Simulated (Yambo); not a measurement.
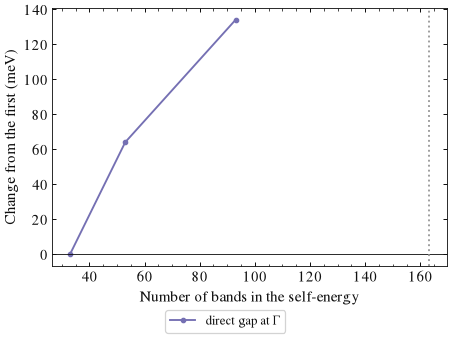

G0W0 gaps of zincblende GaN, space group F-43m, 2 atoms in the primitive cell (cubic a = 4.507 Å) as the number of bands in the self-energy is raised, all else fixed. Method: LDA, PseudoDojo 0.4.1 SR LDA stringent, no spin polarisation, no spin-orbit coupling, 6×6×6 k mesh, 1442 eV cutoff, fixed occupations (Yambo).

```
number of bands in the self-energy  direct gap at Γ (eV)
                                33                 2.767
                                53                 2.831
                                93                 2.901
```

Q: Estimate the values at 163 (dotted line), and the limit.

A: Lines in 1/N (N being the number of bands in the self-energy) through the last three points give 2.927 eV for the direct gap at Γ. The run gives 2.949 eV. The same form through the last three runs, this one included, points to 3.00 eV in the limit of this setting, but the form missed the last run by 0.02 eV, so that limit is no better.

The usual form of GaN is wurtzite. The settings that aren't varied aren't converged either.
